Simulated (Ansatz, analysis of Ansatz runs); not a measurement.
# Local vibrational mode of the U centre (hydride ion on a halide site) in CsI (HSE06)

Aim: the local vibrational mode of the U centre (hydride ion on a halide site) in CsI, to be set beside the measurement. Set-up: HSE06, 32-site cell, PBE lattice, 420 eV, k: the zone centre alone. The model is a cell of 32 host atoms with 1 I taken out and 1 H put in. The frequencies come from force constants among the defect atom and its neighbours, with the masses of the isotopes named. Exact exchange opens the gap, stiffens bonds and lessens the self-interaction error, at many times the cost.

Measured beforehand: Threefold local mode of H-: 283 cm⁻¹, by infrared absorption (4.2-77 K) (quoted in “Electronic Absorption and Internal and External Vibrational Data of Atomic and Molecular Ions Doped in Alkali Halide Crystals (NSRDS-NBS 52)”, 1974, S. C. Jain, A. V. R. Warrier, S. K. Agarwal, quoting earlier work (1969)).

Method: plane-wave PAW DFT, HSE06; relaxation of all atoms of a defect supercell, in Ansatz 0.2.0.

### Step 1. Set-up

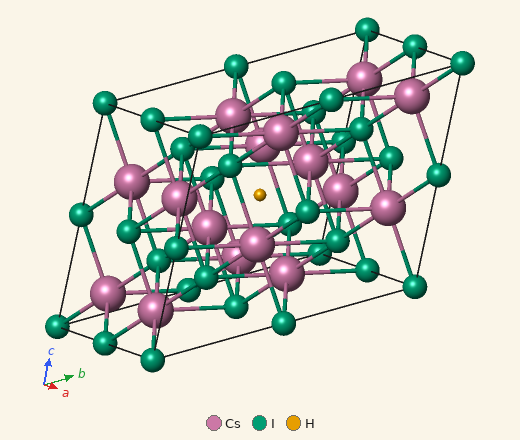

The starting structure, seen slightly off an axis (caesium pink, iodine teal, hydrogen orange). Some periodic images of atoms are drawn too.

The cell holds 32 atoms: 16 Cs, 15 I and 1 H. Its edges and angles: a = 13.198 Å, b = 13.198 Å, c = 13.198 Å, α = 60.0°, β = 60.0°, γ = 60.0°. It derives from CsI (space group Pm-3m). Nearest the centre at fractional (0.125, 0.625, 0.625): H15 at 0.00 Å, Cs5 at 4.04 Å, Cs9 at 4.04 Å, Cs14 at 4.04 Å, Cs30 at 4.04 Å, Cs10 at 4.04 Å, Cs13 at 4.04 Å, Cs6 at 4.04 Å.

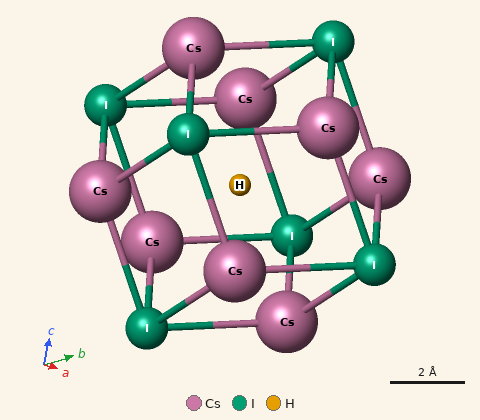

The atoms within 5 Å of the centre.

The host's primitive cell comes from a first run (plane-wave PAW DFT, PBE; relaxation of the host's cell and atoms): vectors of 4.666, 4.666 and 4.666 Å. That is 50.79 Å³ an atom, 6.7 % over the diffraction cell's volume. The supercell is built on it.

### Step 2. Relaxation, charge 0

Every later number rests on the structure around the defect, so the atoms are relaxed at the host's lattice first.

The input, relax/input.yaml:

```yaml
relax:
  f_tol: 0.01
  max_steps: 80
  escape_saddle: false
crystal:
  lattice:
    - [0.0, 9.3320421, 9.3320421]
    - [9.3320421, 0.0, 9.3320421]
    - [9.3320421, 9.3320421, 0.0]
  atoms:
    - { symbol: Cs, position: [0.0, 0.0, 0.0] }
    - { symbol: Cs, position: [0.25, 0.25, 0.25] }
    - { symbol: I, position: [0.125, 0.125, 0.125] }
    - { symbol: I, position: [0.375, 0.375, 0.375] }
    - { symbol: Cs, position: [0.0, 0.0, 0.5] }
    - { symbol: Cs, position: [0.25, 0.25, 0.75] }
    - { symbol: I, position: [0.125, 0.125, 0.625] }
    - { symbol: I, position: [0.375, 0.375, 0.875] }
    - { symbol: Cs, position: [0.0, 0.5, 0.0] }
    - { symbol: Cs, position: [0.25, 0.75, 0.25] }
    - { symbol: I, position: [0.125, 0.625, 0.125] }
    - { symbol: I, position: [0.375, 0.875, 0.375] }
    - { symbol: Cs, position: [0.0, 0.5, 0.5] }
    - { symbol: Cs, position: [0.25, 0.75, 0.75] }
    - { symbol: H, position: [0.125, 0.625, 0.625] }
    - { symbol: I, position: [0.375, 0.875, 0.875] }
    - { symbol: Cs, position: [0.5, 0.0, 0.0] }
    - { symbol: Cs, position: [0.75, 0.25, 0.25] }
    - { symbol: I, position: [0.625, 0.125, 0.125] }
    - { symbol: I, position: [0.875, 0.375, 0.375] }
    - { symbol: Cs, position: [0.5, 0.0, 0.5] }
    - { symbol: Cs, position: [0.75, 0.25, 0.75] }
    - { symbol: I, position: [0.625, 0.125, 0.625] }
    - { symbol: I, position: [0.875, 0.375, 0.875] }
    - { symbol: Cs, position: [0.5, 0.5, 0.0] }
    - { symbol: Cs, position: [0.75, 0.75, 0.25] }
    - { symbol: I, position: [0.625, 0.625, 0.125] }
    - { symbol: I, position: [0.875, 0.875, 0.375] }
    - { symbol: Cs, position: [0.5, 0.5, 0.5] }
    - { symbol: Cs, position: [0.75, 0.75, 0.75] }
    - { symbol: I, position: [0.625, 0.625, 0.625] }
    - { symbol: I, position: [0.875, 0.875, 0.875] }
basis:
  ecutwfc: 420
  xc_grid: 2
hamiltonian:
  xc: hse06
kpoints:
  mp_grid: { grid: [1, 1, 1] }
scf:
  occupations: { method: fermi_dirac, width: 0.01 }
  max_iter: 120
output:
  forces: true
checkpoint:
  write: "../relax.run"
  compress: false
  write_wavefunctions: true
  write_every: 100000
```

Run with:

```bash
ansatz run input.yaml --threads 32 --pin off --max-ram 84787MiB --backend cuda --events-out ev --progress --plain --runs-dir out --max-vram 78GiB
```

The log of the run:

```text
Engine: ansatz 0.2.0, aarch64-unknown-linux-gnu
[...]
Pseudopotential: Cs, paw, valence charge 9, recommended cutoff 420 eV (normal), Cs.paw.azcp
Pseudopotential: I, paw, valence charge 17, recommended cutoff 420 eV (normal), I.paw.azcp
Pseudopotential: H, paw, valence charge 1, recommended cutoff 420 eV (normal), H.paw.azcp
Functional definition: HSE06
[...]
Crystal: 32 atoms, lattice volume = 1625.399 Å³
Basis set: ecut = 420 eV, 31879 PW (Γ), exchange–correlation on 180×180×180 points (8 copies of the dense FFT grid, shifted against one another)
Bands: 240, of which v1, the nominal top of the filled ones, is band 200 counted from 1 (199 counted from 0)
[...]
Space group: Fm-3m (ITA 225), of the structure as read, at distance tolerance 1.2e-4 Å
k-points: 1
[...]
SCF 8 converged in 3 iterations: F = -203639.742132 eV  dr2 = 5.97e-10
[...]
hybrid outer 3: dexx = +1.781e-8 eV, tail = 2.17e-9 eV, Δε = 2.22e-4 eV (about 1.29e-5 eV left of the loop's levels), ΔF = 5.51e-3 eV/Å (tail 1.20e-3)
relax step   3: F+E_penalty+E_count = -203639.74213187 eV  Δ(F+E_penalty+E_count) = -2.211e-2 eV  max|allowed force component| = 1.899e-3 eV/Å  Δτ_max = 0.0701 Å  (17 SCF iters, accepted)
hybrid SCF converged: 3 outer / 17 inner (+0 warm-up), last move |dexx| = 1.78e-8 eV, tail = 2.17e-9 eV
[...]
Free energy (F): -203639.742132 eV
[...]
Fermi energy:    5.551491 eV
--- Per-component energies (eV) ---
[...]
--- Forces (eV/Å), atoms counted from 1 ---
[...]
--- Band table (eV) ---
[...]
--- Relaxed structure (3 steps of the walk, 3 accepted, 0 SCFs on fresh bases) ---
[...]
```

Wall time 14 s (1 × NVIDIA GB200 with 32 threads of Arm Neoverse V2, shared host); peak memory 1.7 GiB.

The steps of the relaxation:

```tsv
step	energy less that of the first step (eV)	largest force component (eV/Å)
1	0.0000	0.0597
2	-0.0242	0.0361
3	-0.0463	0.0019
```

The atoms that moved most (Å):

```tsv
atom	dx	dy	dz	length
Cs6	0.061	-0.061	0.061	0.106
Cs29	0.061	-0.061	-0.061	0.106
Cs30	-0.061	0.061	0.061	0.106
Cs10	0.061	0.061	-0.061	0.106
Cs9	-0.061	-0.061	0.061	0.106
Cs5	-0.061	0.061	-0.061	0.106
Cs14	-0.061	-0.061	-0.061	0.106
Cs13	0.061	0.061	0.061	0.106
```

The relaxed structure:

```xyz
32
Lattice="0.0000 9.3320 9.3320 9.3320 0.0000 9.3320 9.3320 9.3320 0.0000" Properties=species:S:1:pos:R:3 pbc="T T T"
Cs   -0.0213    0.0214    0.0214
Cs    4.6873    4.6447    4.6447
I     2.3330    2.3330    2.3330
I     7.0358    6.9990    6.9990
Cs    4.6047    4.7272   -0.0613
Cs    9.3934    9.2708    4.7273
I     6.9990    6.9990    2.3330
I    11.6651   11.6283    6.9990
Cs    4.6047   -0.0613    4.7272
Cs    9.3934    4.7273    9.2708
I     6.9990    2.3330    6.9990
I    11.6651    6.9990   11.6283
Cs    9.3933    4.7272    4.7272
Cs   13.9368    9.2708    9.2708
H    11.6651    6.9990    6.9990
I    16.3311   11.6651   11.6651
Cs   -0.0213    4.6447    4.6447
Cs    4.6873    9.3533    9.3533
I     2.3330    6.9990    6.9990
I     6.9990   11.6651   11.6651
Cs    4.6874    9.3534    4.6447
Cs    9.3107   13.9767    9.3533
I     6.9990   11.6651    6.9990
I    11.6651   16.3311   11.7018
Cs    4.6874    4.6447    9.3534
Cs    9.3107    9.3533   13.9767
I     6.9990    6.9990   11.6651
I    11.6651   11.7018   16.3311
Cs    9.3933    9.2707    9.2707
Cs   13.9368   14.0594   14.0594
I    11.6651   11.6651   11.6651
I    16.2943   16.3311   16.3311
```

Neighbours of H15 at the end:

```tsv
atom	distance (Å)
Cs6	3.935
Cs9	3.935
Cs5	3.935
Cs10	3.935
Cs29	3.935
Cs30	3.935
Cs13	3.935
Cs14	3.935
```

Numbers from this step:

- free energy: -203639.7421 eV

The relaxation ends 1.4 meV an atom lower, with a largest force component of 0.0019 eV/Å.

### Step 3. Local vibrational modes

A local mode lives on the defect and the atoms next to it, so only the sites listed in the input are displaced, which costs far fewer SCF runs than the whole cell would.

This step: plane-wave PAW DFT, HSE06; finite-displacement force constants among the atoms nearest to a defect, the others at rest.

The input, modes/input.yaml:

```yaml
crystal:
  lattice:
    - [0.0, 9.3320421, 9.3320421]
    - [9.3320421, 0.0, 9.3320421]
    - [9.3320421, 9.3320421, 0.0]
  atoms:
    - { symbol: Cs, position: [0.003425338, -0.001141779, -0.001141779] }
    - { symbol: Cs, position: [0.246574662, 0.251141779, 0.251141779] }
[... 2 atom lines left out ...]
    - { symbol: Cs, position: [0.003282576, -0.009847727, 0.503282576] }
    - { symbol: Cs, position: [0.246717424, 0.259847727, 0.746717424] }
[... 1 atom line left out ...]
    - { symbol: I, position: [0.373031565, 0.376968435, 0.873031565] }
    - { symbol: Cs, position: [0.003282576, 0.503282576, -0.009847727] }
    - { symbol: Cs, position: [0.246717424, 0.746717424, 0.259847727] }
[... 1 atom line left out ...]
    - { symbol: I, position: [0.373031565, 0.873031565, 0.376968435] }
    - { symbol: Cs, position: [0.003282576, 0.503282576, 0.503282576] }
    - { symbol: Cs, position: [0.246717424, 0.746717424, 0.746717424] }
    - { symbol: H, position: [0.125, 0.625, 0.625] }
[... 8 atom lines left out ...]
    - { symbol: I, position: [0.876968435, 0.376968435, 0.873031565] }
[... 4 atom lines left out ...]
    - { symbol: Cs, position: [0.490152273, 0.503282576, 0.503282576] }
    - { symbol: Cs, position: [0.759847727, 0.746717424, 0.746717424] }
[... 1 atom line left out ...]
    - { symbol: I, position: [0.876968435, 0.873031565, 0.873031565] }
basis:
  ecutwfc: 420
  xc_grid: 2
hamiltonian:
  xc: hse06
kpoints:
  mp_grid: { grid: [1, 1, 1] }
scf:
  occupations: { method: fermi_dirac, width: 0.01 }
  max_iter: 120
output: {}
checkpoint:
  read: "../relax.run"
phonons:
  supercell: [1, 1, 1]
  displaced_sites: [4, 14]
```

The log of the run:

```text
Warning: basis.xc_grid 2: finite-displacement phonons take 3 at the least, and a number is run as typed, so the frequencies can be off [figures from the program's tests cut]
[...]
Crystal: 32 atoms, lattice volume = 1625.399 Å³
Basis set: ecut = 420 eV, 31879 PW (Γ), exchange–correlation on 180×180×180 points (8 copies of the dense FFT grid, shifted against one another)
Bands: 240, of which v1, the nominal top of the filled ones, is band 200 counted from 1 (199 counted from 0)
[...]
k-points: 1
[...]
SCF iter   1: F=—  HF=-203639.742131 eV  |Δ(HF+E_count)|=         —  Δρ=2.09e-10  dr2=3.32e-16 sched 1.00e-12)  Hψ=727
SCF iter   2: F=-203639.742131 eV  HF=-203639.742131 eV  |Δ(HF+E_count)|=  5.82e-11  Δρ=7.22e-11  dr2=5.76e-17 sched 1.00e-12)  Hψ=440
SCF 33 converged in 2 iterations: F = -203639.742131 eV  dr2 = 5.76e-17
[...]
--- Band table (eV) ---
[...]
--- Phonons: 3 displaced members + reference (amplitude 0.0025 Å, Σ member SCF iterations 43) ---
  symmetry images taken by strict's conditions (phonons.symmetry_images: auto; settled by no image being taken that strict refuses)
  force constants formed among 2 of 32 sites (Cs 4, H 14); the other 30 at rest. The modes move the named sites alone.
  the frequencies, the zero-point energy and the sums are of the block with the acoustic sum rule laid on its rows. Row sums over every site: 1.8e-4 eV/Å² at the most
  transpose residual: 1.2e-6 eV/Å²
  largest component of a force at the reference: 1.9e-3 eV/Å on a named site, 1.9e-3 eV/Å on a site at rest
  frequencies among the named sites at Γ of the cell (cm⁻¹): 7.82 41.93 41.93 178.25 178.25 180.22
  unstable modes among the named sites: 0
  frequencies as built, with no sum rule (cm⁻¹): 7.78 41.93 41.93 178.20 178.20 180.17
  zero-point energy: 0.038955 eV/cell   skipped modes (ω ≤ 0): 0
  not written: the harmonic force-constant file, the file of eigenvectors (these modes' are written with the force constants), the density of states and the dispersion, which are of every site
[...]
[key lines of the parts left out:]
Free energy (F): -203639.742132 eV
Fermi energy:    5.551500 eV
```

The job ended after 43 s (1 × NVIDIA GB200 with 32 threads; peak memory 2.3 GiB).

Read from the output:

- free energy: -203639.7421 eV

The modes with the largest weight on the probed atoms (the light atom of a pair), for the masses of each isotope. Modes of the displaced atoms (local only where they lie over the host's phonons):

```tsv
isotopes	mode (cm⁻¹)	share of the defect atoms
H	180.2	0.973
H	178.3	0.994
H	178.3	0.994
D	129.2	0.947
D	126.5	0.987
D	126.5	0.987
```

### Step 4. Summary of results

```
distance from the defect atom to its nearest neighbour : 3.935 Å
threefold local mode of H-                             : 179 cm⁻¹
threefold local mode of D-                             : 127 cm⁻¹
time of the whole chain                                : 60 s on 32 threads and a graphics card
```

In words: Threefold local mode of H-: computed 179 cm⁻¹, measured 283 cm⁻¹; 104 cm⁻¹ (37 %) below the measurement. The ion's well is wide, so the mode is sensitive to the lattice constant, one possible source of the difference. Only the named neighbours move, so modes near the host's band are approximate. Limits: the zone centre alone is a coarse sampling for this cell.

[Logs are printed without paths, hosts, clocks, repeated set-up lines and the standing remarks that a program may print on its own settings, such as how far it seeks lower states.]

[Hosts, paths, dates, database ids (printed as entryN), source tags and the programs' standing remarks are cut or masked in the printed files.]

[For some hosts the program warned that the k-mesh of the response run may be too coarse for force constants and the static dielectric constant; such warnings are not shown here.]
